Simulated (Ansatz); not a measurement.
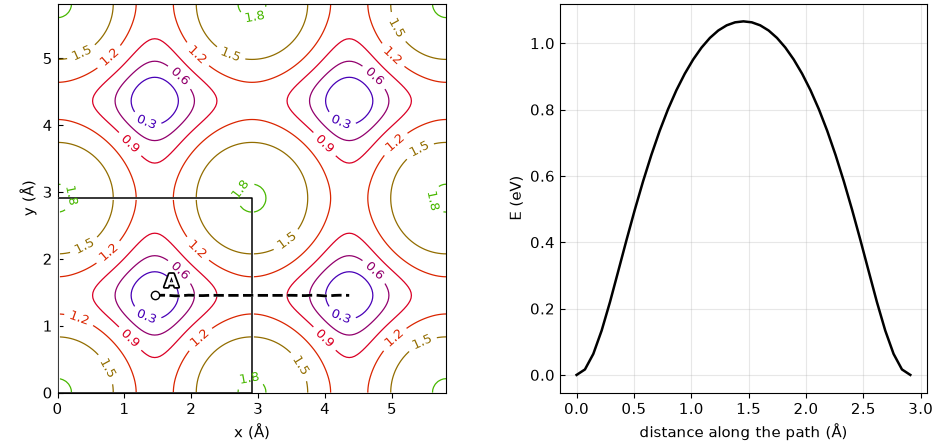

S on a Ti(100) slab cut from the Fm-3m phase, its upper half relaxed before the scan (12 atoms of substrate and one adsorbate in a 2 × 2 cell). S is moved over the surface cell; relaxed at each place: the height of the adsorbate's atoms; substrate rigid; the origin of the map has the adsorbate above Ti9. Places are given modulo a cell vector. The map is drawn in real space over the plane of the surface. The grid has 6 × 6 points; 10 points were computed and 26 follow by symmetry. Places are given in fractions of the 1 × 1 surface cell. Energies are in eV, from the lowest grid point. Level of theory: Ansatz 0.2.0, DFT PBE, scalar-relativistic, plane waves, PAW. Settings: cutoff 420 eV, k-mesh 5×5×1, gaussian smearing 0.1 eV, no spin polarisation.

Drawn: contour lines labelled in eV, a line along the lowest path, the outline of one cell of the 2 × 2 shown, the energy along the path at the right, the start A. Between grid points the surface is interpolated.

**Describe the path and its barrier.**

The easiest path leads from the well at a fourfold hollow over a second-layer Ti atom, (3/6, 3/6) of the cell vectors to its copy one period on. Its highest point lies about 1.1 eV above the bottom of the first well on the interpolated surface, at a bridge site between two Ti atoms, (0/6, 3/6) of the cell vectors. This is the barrier on the constrained surface; relaxing the other coordinates would change it.

PAW datasets: the set soft_1.
